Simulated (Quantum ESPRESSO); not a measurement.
# SrO (Fm-3m): phonon frequency against volume, with a fit

Wanted: a fit of frequency against volume for SrO (Fm-3m), tested on a run that is left out of it.

Main program and level: Quantum ESPRESSO 7.5; DFT PBE, scalar-relativistic, plane waves, PseudoDojo norm-conserving pseudopotentials.

The database entry behind the starting cell differs from later determinations by our own check (about 0.5 % short), so it need not match the best structure at ambient conditions.

### Step 1. The relaxed structure

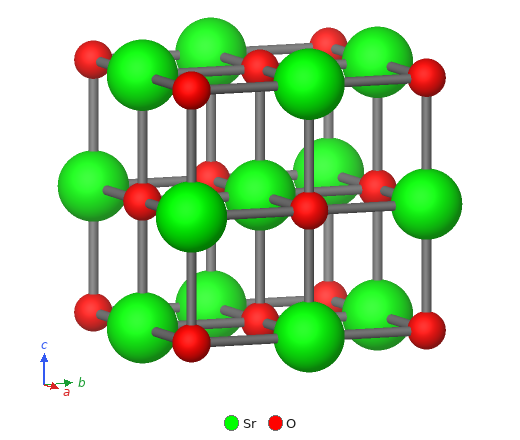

Start, viewed slightly off an axis; strontium green, oxygen red. This picture shows the conventional cell, with its axes. Some periodic images of atoms are drawn too.

This is the cell after its relaxation at this level of theory, not the database cell from which that began.

### Step 2. Runs at several volumes

The relaxed cell is scaled uniformly; in this structure symmetry fixes all atoms, so nothing has to be relaxed anew. Each volume gets a ground state and a response at Γ. The mode followed is the highest one without the macroscopic field, of symmetry T1u; longitudinal polar modes lie higher. Cutoff 92 Ry, k mesh 8×8×8.

From the response at V/V₀ = 0.97:

The log of the run:

```text
[banners, grids, parts of the stress and lines that vanish by symmetry left out]
Program PHONON v.7.5
     Reading xml data from directory:

[...]
Exchange-correlation= PBE
                           (   1   4   3   4   0   0   0)
[...]
kinetic-energy cut-off    =      92.0000  Ry
     charge density cut-off    =     368.0000  Ry
     convergence threshold     =      1.0E-18
[...]
Exchange-correlation= PBE
                           (   1   4   3   4   0   0   0)
[...]
q = (   0.0000000   0.0000000   0.0000000 )
     49 Sym.Ops. (with q -> -q+G )
     G cutoff =  439.5133  (  27317 G-vectors)     FFT grid: ( 45, 45, 45)
     number of k points=    29
[...]
Mode symmetry, O_h (m-3m)  point group:
[...]
Dielectric constant
[...]
End of electric fields calculation
          Dielectric constant in cartesian axis
          (       3.782914242       0.000000000       0.000000000 )
          (       0.000000000       3.782914242      -0.000000000 )
          (       0.000000000      -0.000000000       3.782914242 )
          Effective charges (d Force / dE) in cartesian axis without acoustic sum rule applied (asr)
           atom    1  Sr    Mean Z*:        2.45368
      Ex  (        2.45368       -0.00000        0.00000 )
      Ey  (       -0.00000        2.45368        0.00000 )
      Ez  (        0.00000       -0.00000        2.45368 )
           atom    2  O     Mean Z*:       -2.45388
      Ex  (       -2.45388        0.00000       -0.00000 )
      Ey  (        0.00000       -2.45388       -0.00000 )
      Ez  (       -0.00000       -0.00000       -2.45388 )
          Effective charges Sum: Mean:       -0.00020
[...]
Effective charges (d Force / dE) in cartesian axis with asr applied:
           atom    1  Sr    Mean Z*:        2.45378
[...]
atom    2  O     Mean Z*:       -2.45378
[...]
Representation #   1 modes #   1   2   3
[...]
End of self-consistent calculation
     Convergence has been achieved
     Representation #   2 modes #   4   5   6
[...]
End of self-consistent calculation
     Convergence has been achieved
[...]
Dielectric constant in cartesian axis
          (       3.782914242       0.000000000       0.000000000 )
          (       0.000000000       3.782914242      -0.000000000 )
          (       0.000000000      -0.000000000       3.782914242 )
          Effective charges (d Force / dE) in cartesian axis without acoustic sum rule applied (asr)
           atom    1  Sr    Mean Z*:        2.45368
      Ex  (        2.45368       -0.00000        0.00000 )
      Ey  (       -0.00000        2.45368        0.00000 )
      Ez  (        0.00000       -0.00000        2.45368 )
           atom    2  O     Mean Z*:       -2.45388
      Ex  (       -2.45388        0.00000       -0.00000 )
      Ey  (        0.00000       -2.45388       -0.00000 )
      Ez  (       -0.00000       -0.00000       -2.45388 )
          Effective charges Sum: Mean:       -0.00020
[...]
Effective charges (d Force / dE) in cartesian axis with asr applied:
           atom    1  Sr    Mean Z*:        2.45378
[...]
atom    2  O     Mean Z*:       -2.45378
[...]
q = (    0.000000000   0.000000000   0.000000000 )
[...]
freq (    1) =       0.139285 [THz] =       4.646044 [cm-1]
     freq (    2) =       0.139285 [THz] =       4.646044 [cm-1]
     freq (    3) =       0.139285 [THz] =       4.646044 [cm-1]
     freq (    4) =       6.249312 [THz] =     208.454611 [cm-1]
     freq (    5) =       6.249312 [THz] =     208.454611 [cm-1]
     freq (    6) =       6.249312 [THz] =     208.454611 [cm-1]
[...]
Mode symmetry, O_h (m-3m)  point group:
     freq (   1-   3) =          4.6  [cm-1]   --> T_1u G_15  G_4- I
     freq (   4-   6) =        208.5  [cm-1]   --> T_1u G_15  G_4- I

   JOB DONE.
```

One volume, V/V₀ = 1, is held back as a test.

| V/V₀ | volume (Å³/atom) | pressure (GPa) | ω (cm⁻¹) |
| --- | --- | --- | --- |
| 0.97 | 16.962 | 2.77 | 208.45 |
| 1 | 17.487 | 0.01 | held back |
| 1.03 | 18.011 | -2.34 | 172.40 |

### Step 3. The fit

The mode Grüneisen parameter is γ = −d ln ω / d ln V.

```
ln(V/V₀)    ln ω
 -0.0305  5.3397
  0.0296  5.1498
```

A straight line through these points has the slope -3.164, so γ = 3.16; at V/V₀ = 1 it predicts ω = exp(5.2433 + 0.0000) = 189.30 cm⁻¹.

A parabola of pressure against ln V through V/V₀ = 0.97, 1 and 1.03 gives the bulk modulus B = −dP/d ln V = 85 GPa at V₀. With ω₀ from the fitted line the pressure coefficient follows as dω/dP = γ ω₀ / B = 3.16 × 189.3 / 85 = 7.05 cm⁻¹/GPa.

### Step 4. The run that was held back

The log of the run:

```text
[banners, grids, parts of the stress and lines that vanish by symmetry left out]
[banner, memory and clock lines left out]
Program PHONON v.7.5

[...]
Exchange-correlation= PBE
                           (   1   4   3   4   0   0   0)
[...]
(   8 q-points):
[...]
kinetic-energy cut-off    =      92.0000  Ry
     charge density cut-off    =     368.0000  Ry
     convergence threshold     =      1.0E-18
[...]
Exchange-correlation= PBE
                           (   1   4   3   4   0   0   0)
[...]
q = (   0.0000000   0.0000000   0.0000000 )
     49 Sym.Ops. (with q -> -q+G )
     G cutoff =  448.5293  (  27989 G-vectors)     FFT grid: ( 45, 45, 45)
     number of k points=    29
[...]
Mode symmetry, O_h (m-3m)  point group:
[...]
Dielectric constant
[...]
End of electric fields calculation
          Dielectric constant in cartesian axis
          (       3.772993617      -0.000000000      -0.000000000 )
          (       0.000000000       3.772993617       0.000000000 )
          (      -0.000000000       0.000000000       3.772993617 )
          Effective charges (d Force / dE) in cartesian axis without acoustic sum rule applied (asr)
           atom    1  Sr    Mean Z*:        2.43776
      Ex  (        2.43776       -0.00000        0.00000 )
      Ey  (        0.00000        2.43776       -0.00000 )
      Ez  (        0.00000       -0.00000        2.43776 )
           atom    2  O     Mean Z*:       -2.43794
      Ex  (       -2.43794        0.00000        0.00000 )
      Ey  (        0.00000       -2.43794       -0.00000 )
[...]
Convergence has been achieved
[...]
Convergence has been achieved
[...]
Convergence has been achieved
[...]
q = (    0.000000000  -0.707106781   0.000000000 )
[...]
freq (    5) =       6.685507 [THz] =     223.004521 [cm-1]
     freq (    6) =       9.177409 [THz] =     306.125400 [cm-1]
[...]
Mode symmetry, D_4h(4/mmm) point group:
     freq (   1-   2) =        122.6  [cm-1]   --> E_u  X_5' M_5'
     freq (   3-   3) =        177.6  [cm-1]   --> A_2u X_4' M_4'
     freq (   4-   5) =        223.0  [cm-1]   --> E_u  X_5' M_5'
     freq (   6-   6) =        306.1  [cm-1]   --> A_2u X_4' M_4'
[...]
Mode symmetry, D_2d (-42m) point group:
[...]
Representation #   1 mode #   1
[...]
Convergence has been achieved
     Representation #   2 mode #   2
[...]
Convergence has been achieved
     Representation #   3 modes #   3   4
[...]
End of self-consistent calculation
     Convergence has been achieved
     Representation #   4 modes #   5   6
[...]
End of self-consistent calculation
     Convergence has been achieved
[...]
q = (   -0.353553391  -0.707106781   0.000000000 )
[...]
freq (    1) =       4.188201 [THz] =     139.703353 [cm-1]
     freq (    2) =       4.728326 [THz] =     157.719989 [cm-1]
     freq (    3) =       4.728326 [THz] =     157.719989 [cm-1]
     freq (    4) =       8.134682 [THz] =     271.343784 [cm-1]
     freq (    5) =       8.134682 [THz] =     271.343784 [cm-1]
     freq (    6) =       9.115275 [THz] =     304.052842 [cm-1]
[...]
Mode symmetry, D_2d (-42m) point group:
     freq (   1-   1) =        139.7  [cm-1]   --> A_1  X_1  W_1
     freq (   2-   3) =        157.7  [cm-1]   --> E    X_5  W_3
     freq (   4-   5) =        271.3  [cm-1]   --> E    X_5  W_3
     freq (   6-   6) =        304.1  [cm-1]   --> B_2  X_3  W_2
```

It gives 190.35 cm⁻¹ against the predicted 189.30 cm⁻¹, a miss of 1 cm⁻¹.

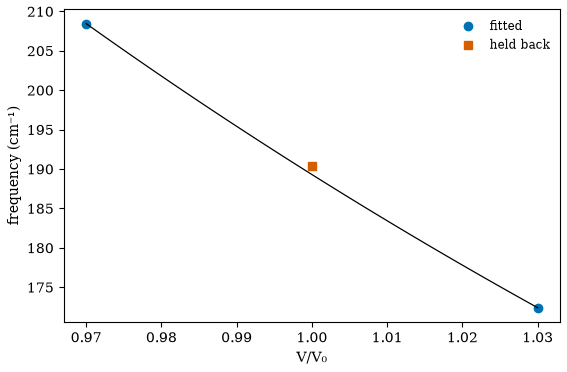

Frequency against volume, with the power-law fit.

### Step 5. Results

```
mode Grüneisen parameter : 3.164
bulk modulus             : 85.0 GPa
pressure coefficient     : 7.05 cm⁻¹/GPa
```

What this shows: The highest optical mode of SrO (Fm-3m) without the LO-TO term stiffens by 7.05 cm⁻¹ a GPa near the relaxed volume, with γ = 3.16. The power law meets all 3 runs within 0.56 %; between neighbouring volumes γ runs from 2.98 to 3.35. Such a coefficient turns a measured shift of this mode into a hydrostatic stress; uniaxial or biaxial stress splits the mode and needs deformation potentials. These are harmonic values at zero temperature for the structure held cubic, which a run at Γ can't show to be stable; the bulk modulus rests on three points.

[Host names and launcher messages were left out of these logs when they were recorded.]

[Logs are printed without paths, hosts, clocks, repeated set-up lines and the standing remarks that a program may print on its own settings, such as how far it seeks lower states.]

[Hosts, paths, dates, database ids (printed as entryN), source tags and the programs' standing remarks are cut or masked in the printed files.]
